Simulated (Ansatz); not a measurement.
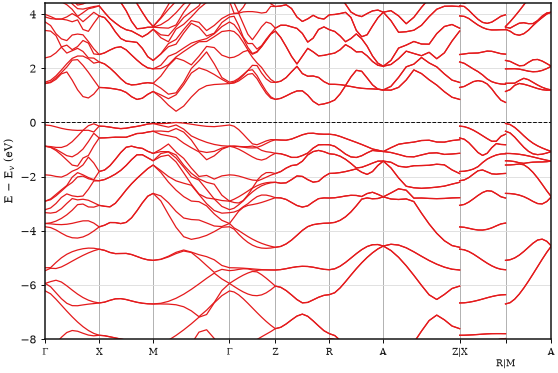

Band structure. Energies are counted from the top of the valence band.

Q: What lattice type does the k path imply?

A: A primitive tetragonal lattice: the path Γ–X–M–Γ–Z–R–A–Z|X–R|M–A runs through the special points of its Brillouin zone.

Structure: Ge, space group P4_32_12 (No. 96), 12 atoms in the cell; a = 5.930 Å, c = 6.980 Å (tetragonal axes).

Ansatz 0.2.0; PBEsol, Ansatz PAW, no spin polarisation, no spin-orbit coupling, 5×5×4 k mesh, 420 eV cutoff.

Q: Metal, semiconductor or insulator, and what is the gap?

A: The material is gapped. The gap along this path is 0.41 eV and direct: both edges lie between M and Γ. At M the top valence band lies only 0.04 eV lower.

Q: How much do the top valence band and the lowest conduction band disperse along the path?

A: The top valence band spans 1.1 eV and the lowest conduction band 1.5 eV.

Spin-orbit coupling is left out, which matters for Ge. The PAW data sets were made with another functional. LDA, GGA and most meta-GGA functionals understate gaps. This isn't the form of Ge at room conditions, which is diamond.
